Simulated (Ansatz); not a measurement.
**Geometry relaxation of W (part 2 of 2)**

Continued. System: W (slab, 3 atoms in the cell). Method: DFT PBE, scalar-relativistic, plane waves, PAW, PAW set soft_1, no spin polarisation (Ansatz 0.2.0); cutoff 420 eV, 11×11×1 k-mesh, Gaussian smearing of 0.1 eV. The structure derives from an entry of the Crystallography Open Database. The input holds or restrains some coordinates. Forces given for the steps count only the free coordinates.

Geometry of the input (Å; fractional positions):
```
2.7572  0.0000  0.0000
-0.9191  2.5995  0.0000
0.0000  0.0000  18.5024
W  0.5000  0.5000  0.3783
W  0.0000  0.0000  0.5000
W  0.5000  0.5000  0.6217
```

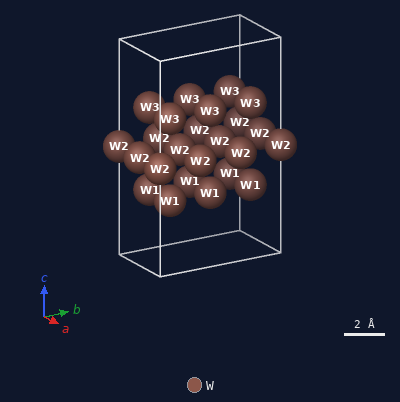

*The geometry at step 2 of the log (spheres-only view of the 2 × 3 repeat of the cell, with the vacuum cut short, seen slightly off an axis; atoms are numbered from 1 in the order of the input).*

**Output, continued**
```
SCF iter   1: F=—  HF=-31154.770657 eV  |F-HF|=—  |Δ(HF+E_count)|=         —  Δρ=4.31e-4  dr2=1.04e-3  ethr=1.04e-5  p=0.001 e·Å  D=7.69e-4 V/Å  ΔV_dip=-0.01 eV  dr2_dipole=1.08e-4  V_vac-E_F(+/−)=4.90/4.91 eV  ⟨swp⟩=2.0  Hψ=1786  notcnv=0
efield: sawtooth ramp at fractional position 0.9800 (handed on by an earlier solve), width 0.0400; the density the first Hamiltonian is built on has a dipole p = 0.001 e·Å; the dipole correction subtracts the counter field D = 7.69e-4 V/Å, which shifts the + side's vacuum level by -0.01 eV against the − side's; the planar-averaged density in the ramp window peaks in size at 1.8e-6 e/Å³
preconditioner: auto → LDOS  [metal: Δε(μ)=0.012 eV  Ē_g=4.630 eV  σ=0.100 eV  W_gap=0.07  n_scr=12 (ndim 8)  ℏωp=13.7 eV  f_vac=0.544  D(μ)=2.47/eV (n_scr^D=10)  β→1.0]
SCF iter   2: F=—  HF=-31154.770618 eV  |F-HF|=—  |Δ(HF+E_count)|=   3.93e-5  Δρ=2.81e-4  dr2=3.90e-4  ethr=2.47e-6  p=-0.000 e·Å  D=-2.48e-4 V/Å  ΔV_dip=0.00 eV  dr2_dipole=3.48e-8  V_vac-E_F(+/−)=4.91/4.91 eV  ⟨swp⟩=2.0  Hψ=1551  notcnv=0  defer=1
SCF iter   3: F=—  HF=-31154.770557 eV  |F-HF|=—  |Δ(HF+E_count)|=   6.08e-5  Δρ=7.04e-5  dr2=2.50e-5  ethr=9.30e-7  p=0.000 e·Å  D=1.77e-4 V/Å  ΔV_dip=-0.00 eV  dr2_dipole=1.23e-7  V_vac-E_F(+/−)=4.91/4.91 eV  ⟨swp⟩=3.3  Hψ=1782  notcnv=0  defer=1
SCF iter   4: F=—  HF=-31154.770553 eV  |F-HF|=—  |Δ(HF+E_count)|=   4.08e-6  Δρ=1.90e-5  dr2=1.18e-6  ethr=5.96e-8  p=0.000 e·Å  D=6.45e-5 V/Å  ΔV_dip=-0.00 eV  dr2_dipole=1.34e-8  V_vac-E_F(+/−)=4.91/4.91 eV  ⟨swp⟩=2.3  Hψ=1336  notcnv=0  defer=1
SCF iter   5: F=-31154.770553 eV  HF=-31154.770553 eV  |F-HF|=1.26e-8  |Δ(HF+E_count)|=   2.72e-7  Δρ=5.04e-6  dr2=6.37e-8  ethr=2.38e-10  p=0.000 e·Å  D=2.01e-5 V/Å  ΔV_dip=-0.00 eV  dr2_dipole=1.43e-10  V_vac-E_F(+/−)=4.91/4.91 eV  ⟨swp⟩=7.2  Hψ=5052  notcnv=0
SCF 4 converged in 5 iterations: F = -31154.770553 eV  dr2 = 6.37e-8
relax step   4: F+E_penalty+E_count = -31154.77055306 eV  Δ(F+E_penalty+E_count) = -2.884e-4 eV  max|allowed force component| = 2.214e-3 eV/Å  Δτ_max = 0.0042 Å  (5 SCF iters, accepted)
```

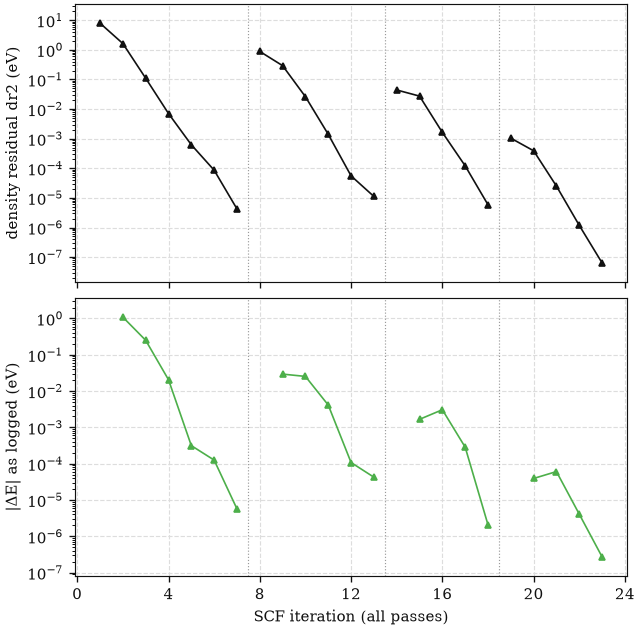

*Convergence of the self-consistent field: density residual dr2 and size of the energy change against the SCF iteration. The dotted lines part the SCF passes of the relaxation: geometry steps, rejected trials and re-solves on a re-selected basis.*

The passes take 7, 6, 5 and 5 iterations.

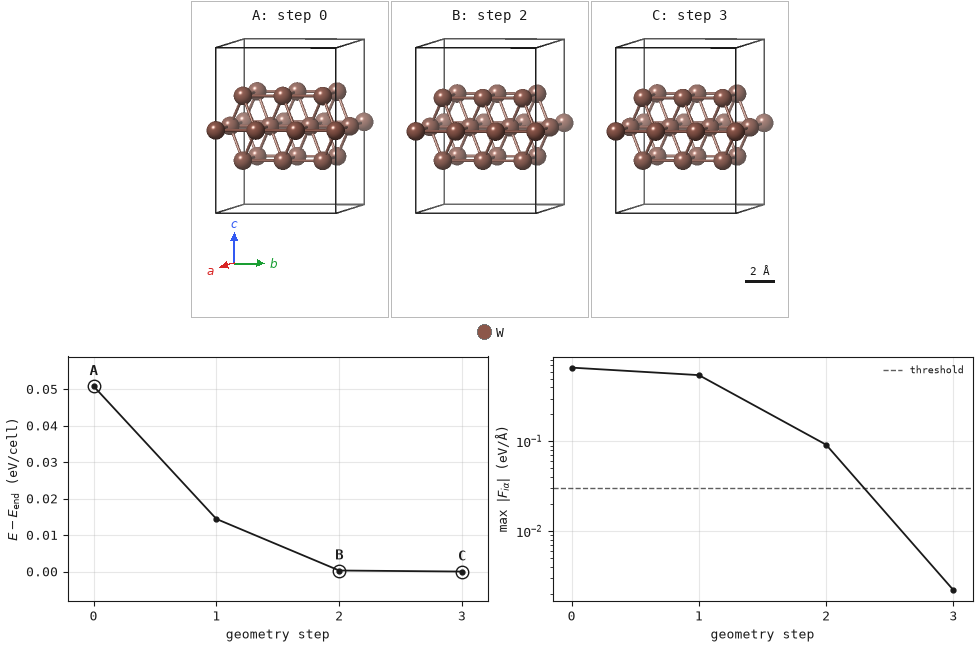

*Frames of the restrained relaxation (ball-and-stick view of the 2 × 3 repeat of the cell, with the vacuum cut short, seen slightly off an axis) above the curves, on which the letters mark them (the first geometry is step 0 here and step 1 in the log).*

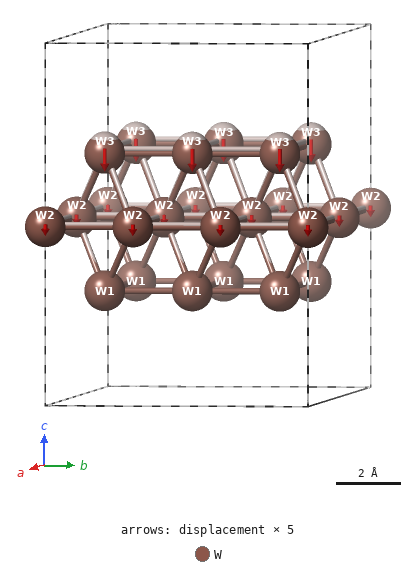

*Start (faint) and end (solid) with the displacements as red arrows, magnified 5 times (ball-and-stick view of the 2 × 3 repeat of the cell, with the vacuum cut short, seen slightly off an axis).*

W3 moves most: 0.15 Å. The lattice vectors keep their values. Among the contacts that change: W1–W2 2.757 → 2.698 Å. After 3 geometry steps the energy has fallen by 50.8 meV per cell of the calculation. The largest force component goes from 0.66 to 0.0022 eV/Å. (Atoms are counted from 1 in the order of the input.)

```
SCF converged after 5 iterations
Free energy (F): -31154.770553 eV
Harris-Foulkes:  -31154.770553 eV  (|F-HF|=1.26e-8)
Internal energy: -31154.758197 eV  (E = F + TS)
E sigma→0 (E₀):  -31154.764375 eV
Entropy (-TS):   -0.012356 eV (-4.119 meV/atom)
Fermi energy:    4.954034 eV
Dipole field:    D = 0.000040 V/Å  (p = 0.000029 e·Å, saw-weighted, corrected)
Work function:   Φ+ = 4.9070 eV   Φ− = 4.9077 eV
Levels:          The Fermi level and band energies are counted from a zero that moves with the ramp; work functions are not
--- Per-component energies (eV) ---
  E_band       = -972.332210
  E_kinetic    = 1258.784590
  E_local      = -31355.116251  (includes V_loc(G=0)·N_el)
  E_nonlocal   = -75.029003
  E_hartree    = 15187.246689
  E_xc         = -798.773222
  E_vxc        = -688.212183  (∫ρ·V_xc dr)
  E_paw        = -25733.321846  (= ΣΔE_a)
  E_vpaw       = -487.236949  (= ΣTr[D̂ρ^β])
  E_aug_tail   = 0.000445  (compensation charges beyond the density's cutoff)
  E_efield     = 0.000000  (sawtooth field / dipole correction)
  E_vefield    = 0.000122  (∫n·V_field dr)
  E_ewald      = 10361.450400
  E_smearing   = -0.012356  (= −TS)
  E_closure    = 0.000000  (closes the sum)
  Σ components = -31154.770553   (vs F -31154.770553, Δ=0.00e0)
--- Forces (eV/Å), atoms counted from 1 ---
  atom   1  W      0.00000000     0.00000000    -0.00171668
  atom   2  W      0.00000000     0.00000000    -0.00061772
  atom   3  W      0.00000000     0.00000000     0.00221377
  max |Σ_I F_I| component: 1.21e-4 eV/Å
--- Band table (eV; the first three rows and the last of 36) ---
  k-point 0: bands = ["-69.0882", "-68.9263", "-68.9056", "-33.8120", "-33.3146", "-33.0581", "-32.7955", "-32.7873", "-32.6869", "-32.5949", "-32.5120", "-32.5119", "-3.7156", "-1.5496", "-0.9841", "1.7426", "2.9258", "3.5432", "3.7291", "3.9473", "4.3605", "4.4128", "5.7641", "6.8121", "7.0179", "7.0449"]
  k-point 1: bands = ["-69.0818", "-68.9214", "-68.9022", "-33.7898", "-33.3477", "-33.0538", "-32.8544", "-32.8261", "-32.6754", "-32.6425", "-32.5462", "-32.5417", "-3.4342", "-1.2791", "-0.6933", "1.7960", "2.9468", "3.2665", "3.6831", "4.0156", "4.1731", "4.6797", "5.3396", "6.6811", "6.7602", "7.0543"]
  k-point 2: bands = ["-69.0645", "-68.9084", "-68.8931", "-33.7305", "-33.4536", "-33.0657", "-32.9962", "-32.9173", "-32.7855", "-32.7186", "-32.5762", "-32.5714", "-2.6739", "-0.6342", "0.0408", "1.8769", "2.7759", "3.0611", "3.2937", "3.6319", "4.2741", "4.8516", "5.4995", "6.5758", "6.6572", "7.1293"]
  k-point 35: bands = ["-68.9725", "-68.8212", "-68.8085", "-33.8831", "-33.5290", "-33.5016", "-33.4797", "-33.4490", "-33.1374", "-33.1035", "-32.9919", "-32.7651", "-0.6109", "-0.0457", "-0.0128", "0.9135", "2.0317", "2.2311", "4.9729", "5.1374", "5.8831", "6.5099", "7.0472", "8.1165", "8.5367", "9.7247"]
--- Relaxed structure (4 steps of the walk, 4 accepted, 0 SCFs on fresh bases) ---
  F+E_penalty+E_count = -31154.77055306 eV   max|allowed force component| = 2.214e-3 eV/Å
  atoms:
    - { symbol: W, position: [0.5, 0.5, 0.3783286732000001] }
    - { symbol: W, position: [-3.183887410892473e-34, 9.261132631021465e-35, 0.4960503289602196] }
    - { symbol: W, position: [0.5, 0.5, 0.613768881567535] }
```

**Trajectory as extended XYZ (Å, eV, eV/Å), 4 frames, from step=1 to step=4**
```
3
Lattice="2.7572 0.0000 0.0000 -0.9191 2.5995 0.0000 0.0000 0.0000 18.5024" Properties=species:S:1:pos:R:3:forces:R:3 step=1 energy=-31154.71973
W     0.9191    1.2997    7.0000    0.0000   0.0000   0.6629
W     0.0000    0.0000    9.2512    0.0000   0.0000   0.0000
W     0.9191    1.2997   11.5024    0.0000   0.0000  -0.6629
3
Lattice="2.7572 0.0000 0.0000 -0.9191 2.5995 0.0000 0.0000 0.0000 18.5024" Properties=species:S:1:pos:R:3:forces:R:3 step=2 energy=-31154.75613
W     0.9191    1.2997    7.0000    0.0000   0.0000  -0.0497
W     0.0000    0.0000    9.1793    0.0000   0.0000  -0.4958
W     0.9191    1.2997   11.3034    0.0000   0.0000   0.5469
3
Lattice="2.7572 0.0000 0.0000 -0.9191 2.5995 0.0000 0.0000 0.0000 18.5024" Properties=species:S:1:pos:R:3:forces:R:3 step=3 energy=-31154.77026
W     0.9191    1.2997    7.0000    0.0000   0.0000   0.0294
W     0.0000    0.0000    9.1823    0.0000   0.0000  -0.0919
W     0.9191    1.2997   11.3534    0.0000   0.0000   0.0609
3
Lattice="2.7572 0.0000 0.0000 -0.9191 2.5995 0.0000 0.0000 0.0000 18.5024" Properties=species:S:1:pos:R:3:forces:R:3 step=4 energy=-31154.77055
W     0.9191    1.2997    7.0000    0.0000   0.0000  -0.0017
W     0.0000    0.0000    9.1781    0.0000   0.0000  -0.0006
W     0.9191    1.2997   11.3562    0.0000   0.0000   0.0022
```

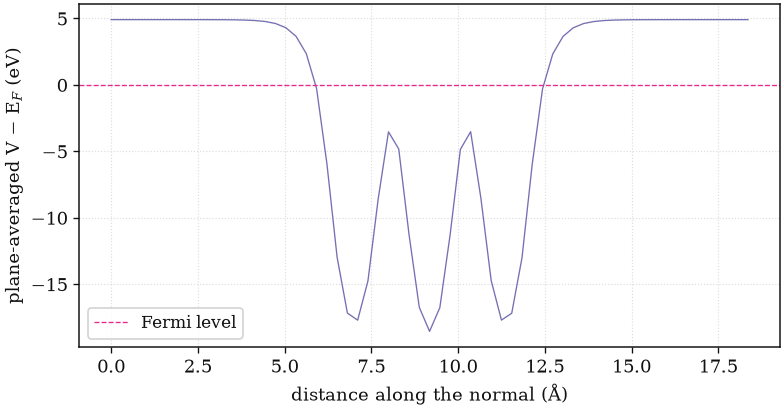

*Plane average of the electrostatic potential energy of an electron across the cell, from the Fermi level.*

The vacuum level lies 4.91 eV above the Fermi level.
